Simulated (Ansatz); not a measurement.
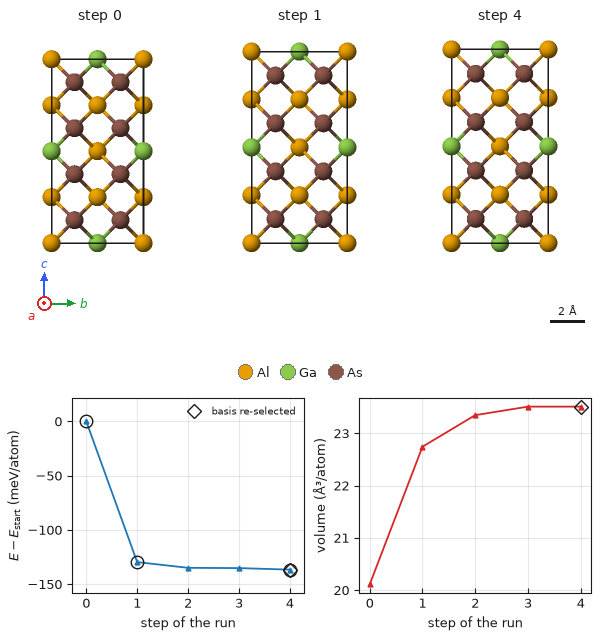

Frames of a relaxation of crystalline Al3GaAs4 (a generated structure, set up in I-42m) (coarse preliminary run), marked on the history of the run. A ball-and-stick model of the conventional cell (2 times the calculation's cell), seen along the a axis. Lengths and directions refer to the drawn axes.

All numbers below come from Ansatz, DFT PBE, scalar-relativistic, plane waves, PAW. Set-up: plane-wave cutoff 420 eV; k-point mesh 4 × 4 × 4; occupations gaussian; smearing width 0.1 eV; no spin polarisation; cell and atoms relaxed; force threshold 0.04 eV/Å; at most 70 steps.

### What happens along the run?

The largest moves relative to the cell, 0.008 Å, are those of As atoms. Ga and Al stay in place. Cell: a = b 5.439 → 5.730 Å (+5.4 %), c 10.878 → 11.457 Å (+5.3 %). Volume +16.9 %. Near-neighbour distances that change, for instance: As–Ga 2.355 → 2.489 Å, Al–As 2.355 → 2.479 Å. The space group stays I-42m (No. 121). The energy falls by 137 meV per atom in 3 accepted moves (4 points after the start). Largest force component: 0.061 eV/Å at the start, 0.001 eV/Å at the end. Pressure: 14.62 GPa at the start and 0.10 GPa at the end. The SCF was repeated once at an unchanged geometry on a basis and grid sized afresh for the cell, which shifted the energy by 1.4 meV per atom at most. From step 0 to 1: volume +13.1 %, energy −130 meV per atom. From step 1 to 4: volume +3.4 %, energy −6.9 meV per atom.

| step | E − E(0), meV/atom | largest force component, eV/Å | pressure, GPa | volume, Å³/atom | note |
| --- | --- | --- | --- | --- | --- |
| 0 | 0.00 | 0.0615 | 14.62 | 20.111 |  |
| 1 | -129.56 | 0.0153 | 2.41 | 22.744 |  |
| 2 | -134.86 | 0.0060 | 0.50 | 23.348 |  |
| 3 | -135.10 | 0.0010 | 0.03 | 23.511 |  |
| 4 | -136.50 | 0.0010 | 0.10 | 23.511 | same geometry, new basis |
